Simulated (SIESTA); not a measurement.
## MgTe: 7 runs along one coordinate

System: MgTe (F-43m, 2 atoms in the cell).
Method: Kohn-Sham DFT of a periodic cell, PBEsol, PseudoDojo 0.4 standard, converted to PSML, no spin polarisation (SIESTA 5.4.2).

The 7 runs differ only in the geometry, by an even scaling of the cell at fixed fractional positions. The structure derives from a Materials Project entry.

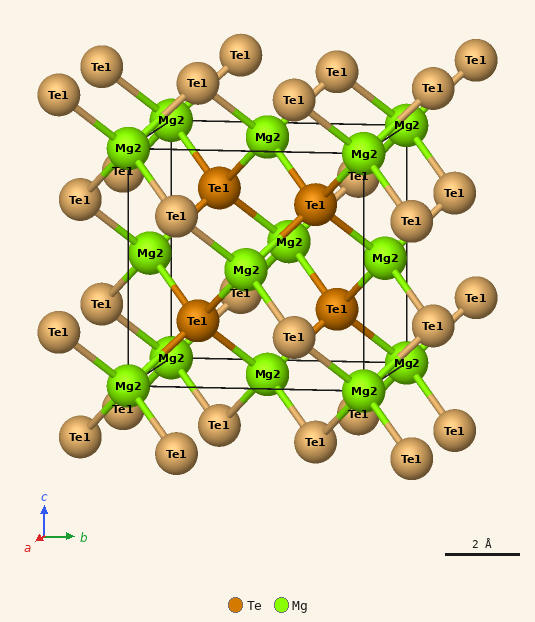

Figure 1. The structure of run 4 (ball-and-stick view of the cell 4 times as large as that of the calculation, set on its symmetry axes, seen slightly off an axis; neighbours outside the cell are drawn fainter; atoms are numbered from 1 in the order of the input). An atom can appear more than once, as a periodic image.

## Input of run 4
```
SystemName                      MgTe
SystemLabel                     MgTe
NumberOfSpecies                 2
NumberOfAtoms                   2
%block ChemicalSpeciesLabel
  1  52 Te
  2  12 Mg
%endblock ChemicalSpeciesLabel

LatticeConstant                 1.0 Ang
%block LatticeVectors
     0.0000000000     3.2319988239     3.2319988239
     3.2319988239     0.0000000000     3.2319988239
     3.2319988239     3.2319988239     0.0000000000
%endblock LatticeVectors
AtomicCoordinatesFormat         Fractional
%block AtomicCoordinatesAndAtomicSpecies
     0.2500000000     0.2500000000     0.2500000000  1  Te
     0.0000000000     0.0000000000     0.0000000000  2  Mg
%endblock AtomicCoordinatesAndAtomicSpecies

%block kgrid.MonkhorstPack
    7   0   0  0.0
    0   7   0  0.0
    0   0   7  0.0
%endblock kgrid.MonkhorstPack
XC.Functional                   GGA
XC.Authors                      PBEsol
PAO.BasisSize                   DZP
PAO.EnergyShift                 0.003 Ry
Mesh.Cutoff                     800 Ry
OccupationFunction              FD
ElectronicTemperature           0.05 eV
MaxSCFIterations                120
SCF.MustConverge                false
SCF.Mixer.Method                Pulay
SCF.Mixer.Weight                0.25
SCF.Mixer.History               8
SCF.DM.Tolerance                5.0e-05
SCF.H.Tolerance                 1.0e-03 eV
WriteForces                     true
Charge.Mulliken                 end
%block PAO.Basis
  Te 4
  n=5 0 2
    5.613 0.000
  n=5 1 2
    7.253 0.000
  n=4 2 2
    3.260 0.000
  n=5 2 1
    7.253
  Mg 4
  n=2 0 2
    2.604 0.000
  n=3 0 2
    8.229 0.000
  n=2 1 2
    2.943 0.000
  n=3 1 1
    8.229
%endblock PAO.Basis
```

Command:
```bash
siesta < MgTe.fdf > MgTe.out 2>&1
```

Lattice vectors (Å) and fractional positions of run 4:
```
   0.000000    3.231999    3.231999
   3.231999    0.000000    3.231999
   3.231999    3.231999    0.000000
Te  0.250000  0.250000  0.250000
Mg  0.000000  0.000000  0.000000
```

Run 3 differs from it as follows:
```diff
-     0.0000000000     3.2319988239     3.2319988239
-     3.2319988239     0.0000000000     3.2319988239
-     3.2319988239     3.2319988239     0.0000000000
+     0.0000000000     3.2103069030     3.2103069030
+     3.2103069030     0.0000000000     3.2103069030
+     3.2103069030     3.2103069030     0.0000000000
```

## Results, with one run withheld

| run | volume per atom (Å³) | free energy per atom, from the lowest run given (meV) | pressure (GPa) | gap on the mesh (eV) |
| --- | --- | --- | --- | --- |
| 1 | 31.735 | 16.07 | 2.62 | 2.61 |
| 2 | 32.410 | 7.09 | 1.66 | 2.51 |
| 3 | 33.086 | ? | ? | ? |
| 4 | 33.761 | 0.00 | 0.07 | 2.32 |
| 5 | 34.436 | 1.17 | −0.61 | 2.23 |
| 6 | 35.111 | 5.93 | −1.23 | 2.15 |
| 7 | 35.787 | 12.24 | −1.75 | 2.07 |

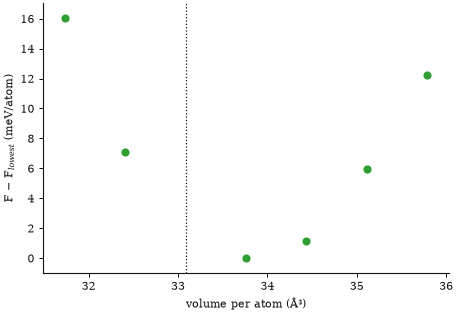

Figure 2. Free energy per atom of the runs given; the dotted line marks run 3.

Fit the runs given and predict run 3.

A cubic polynomial in V^(−2/3) (the Birch–Murnaghan form), fitted to the 6 runs given, misses them by at most 0.32 meV per atom. With x = V^(−2/3) − 0.09562 Å⁻², it reads F = 0.018785 − 122.43 x + 9.5867e+05 x² + 1.9621e+06 x³ (meV per atom). At run 3 it gives 1.76 meV per atom, and the run itself gives 1.88. The slope of the fit gives a pressure −dF/dV of 0.81 GPa there, and the run prints 0.83 GPa. The fit has its minimum at 33.786 Å³ per atom, where V d²F/dV² gives 37 GPa: the bulk modulus at this level, since symmetry fixes the shape and the positions. The gap on the mesh goes, without turning, from 2.61 eV in run 1 to 2.07 eV in run 7; run 3 has 2.41 eV. These are gaps of this functional on this mesh, which can miss the band edges; they aren't the measured gap.

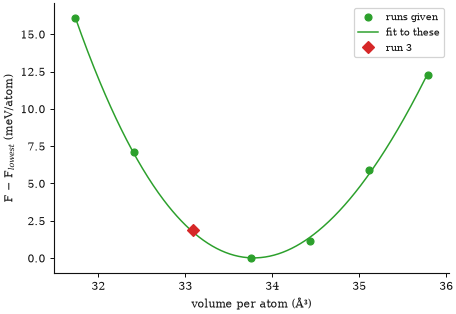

Figure 3. The fit and the withheld run.

## Some lines of the output (run 3)
```
[...]
outcell: Cell volume (Ang**3)        :     66.1713
stepf: Fermi-Dirac step function
siesta: Etot    =     -4462.752457
siesta: FreeEng =     -4462.752457
        iscf     Eharris(eV)        E_KS(eV)     FreeEng(eV)     dDmax    Ef(eV) dHmax(eV)
siesta: E_KS(eV) =            -4462.9414
siesta: E_KS - E_eggbox =     -4462.9414
siesta: Etot    =     -4462.941357
siesta: FreeEng =     -4462.941357
siesta:         Fermi =      -4.095952
siesta: Cell volume =         66.171298 Ang**3
    Orbital volume contribution        =           1.936112 eV
```

Notes: Points of doubt noted for this run: mulliken charges of long orbitals. With a small basis of atomic orbitals these values can differ much from converged plane-wave results.
